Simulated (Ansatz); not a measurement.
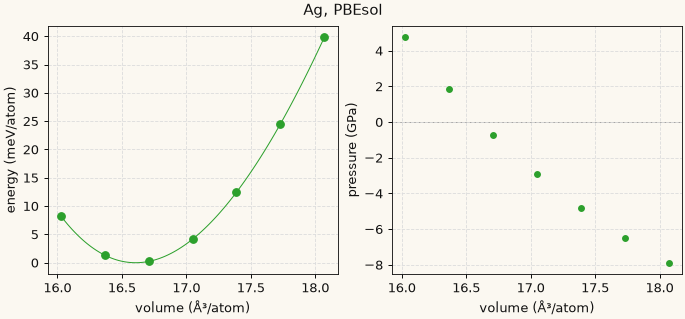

The figure shows the energy and pressure against volume for Ag, space group Fm-3m (No. 225).

Structure:
```cif
data_structure
_symmetry_space_group_name_H-M 'P 1'
_symmetry_Int_Tables_number 1
_cell_length_a 2.8889
_cell_length_b 2.8889
_cell_length_c 2.8889
_cell_angle_alpha 60.000
_cell_angle_beta 60.000
_cell_angle_gamma 60.000
_cell_volume 17.05
loop_
_atom_site_label
_atom_site_type_symbol
_atom_site_fract_x
_atom_site_fract_y
_atom_site_fract_z
_atom_site_occupancy
Ag1 Ag 0.00000 0.00000 0.00000 1
```

How it was computed, with Ansatz 0.2.0: all-electron LAPW DFT, no spin polarisation; energies at scaled volumes of the given cell, shape and fractions fixed, counted from the fit's minimum, third-order Birch-Murnaghan fit. Level: PBEsol.

| setting | value |
| --- | --- |
| k mesh | 11×11×11 |
| occupations | Fermi–Dirac |
| smearing width | 0.05 eV |
| potentials | all electron LAPW, scalar relativistic |
| program settings | basis error eV/atom 0.0005 |

How stiff is the solid, and where is its volume at rest?

Answer. A third-order Birch–Murnaghan fit gives V0 = 16.61 Å³/atom, B0 = 120 GPa and B′ = 6.0.

Read off the course of the pressure.

Answer. It falls from 4.76 GPa at volume 16.03 Å³/atom to −7.88 GPa at 18.07 Å³/atom, and changes sign near 16.61 Å³/atom.
